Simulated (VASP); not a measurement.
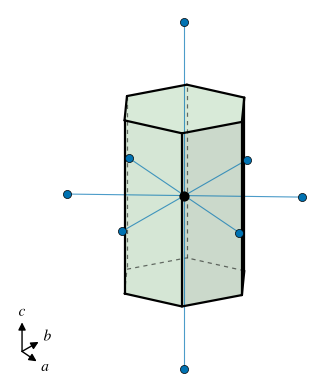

The Wigner–Seitz cell of the crystal's lattice, with lines to the lattice points that define its faces. Crystal: Mg3Sb2, the end point of a relaxation with VASP Kohn-Sham DFT of a periodic cell, revPBE, VASP PAW PBE potentials, recommended (VASP). Symmetry computed with spglib at a tolerance of 0.002 Å; standard conventional cell.

a = 4.631 Å, b = 4.631 Å, c = 7.317 Å, α = 90.00°, β = 90.00°, γ = 120.00°; space group P-3m1 (No. 164).

Q: What is the cell's combinatorial type?

A: A hexagonal prism: 8 faces (6 with 4 edges, 2 with 6 edges), 18 edges, 12 vertices. Its volume is that of the primitive cell, 135.9 Å³.

Q: Which lattice vectors do the faces bisect?

A:
```json
{"example": "a + b", "length (Å)": "4.63", "faces": "6", "edges of each": "4", "area (Å²)": "19.6"}
{"example": "c", "length (Å)": "7.32", "faces": "2", "edges of each": "6", "area (Å²)": "18.6"}
```
